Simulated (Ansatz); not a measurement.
System: NiAs-type HfN, space group P6_3/mmc, 4 atoms in the cell.

```cif
data_structure
_symmetry_space_group_name_H-M 'P6_3/mmc'
_symmetry_Int_Tables_number 194
_cell_length_a 3.1339
_cell_length_b 3.1339
_cell_length_c 5.4168
_cell_angle_alpha 90.000
_cell_angle_beta 90.000
_cell_angle_gamma 120.000
_cell_volume 46.07
loop_
_atom_site_label
_atom_site_type_symbol
_atom_site_symmetry_multiplicity
_atom_site_Wyckoff_symbol
_atom_site_fract_x
_atom_site_fract_y
_atom_site_fract_z
_atom_site_occupancy
Hf1 Hf 2 c 0.33333 0.66667 0.25000 1
N1 N 2 a 0.00000 0.00000 0.50000 1
```

Computed with Ansatz 0.2.0: r2SCAN, Ansatz PAW, no spin polarisation, no spin-orbit coupling, 6×6×3 k mesh, 500 eV cutoff, Fermi-Dirac smearing of 0.05 eV.

Predict the main features of the band structure. The path is Γ–M–K–Γ–A–L–H–A|L–M|K–H.

A metal: 2 bands cross the Fermi level along this path. Bands cross the Fermi level on every line of the path. At Γ the nearest levels lie 0.76 eV below and 0.57 eV above the Fermi level.

The k mesh is coarse (spacing up to 0.39 Å⁻¹), so the values aren't converged. Spin-orbit coupling is left out, which matters for Hf. The PAW data sets were made with another functional. The usual form of HfN is rocksalt.

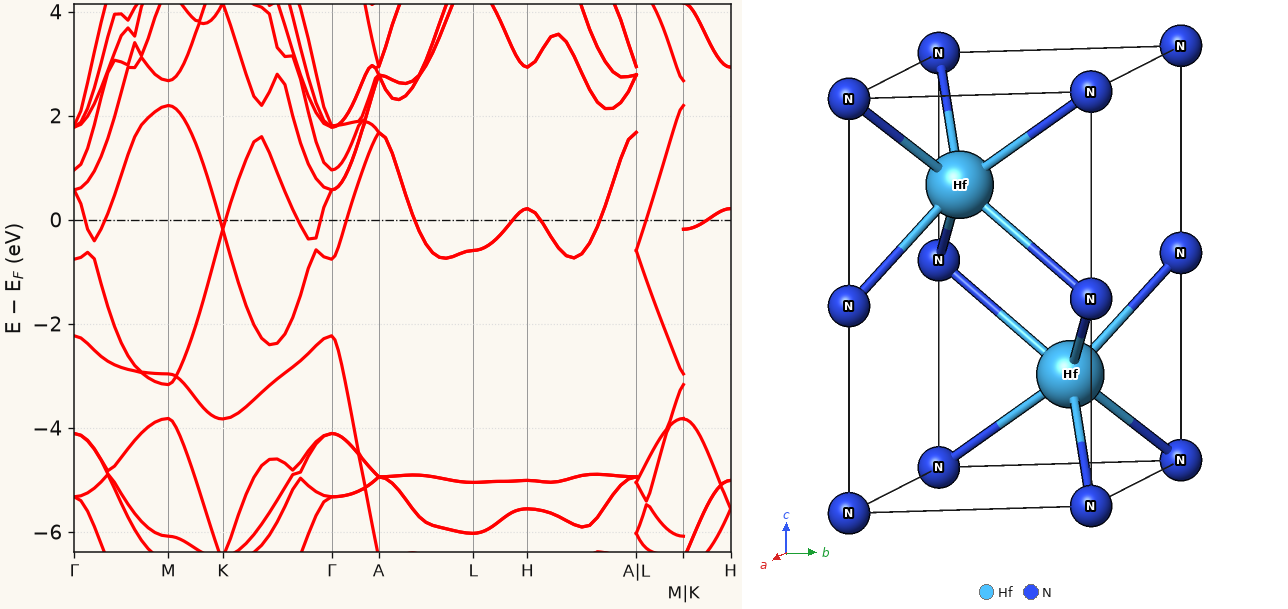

Band structure, beside the structure. Energies are counted from the Fermi level.
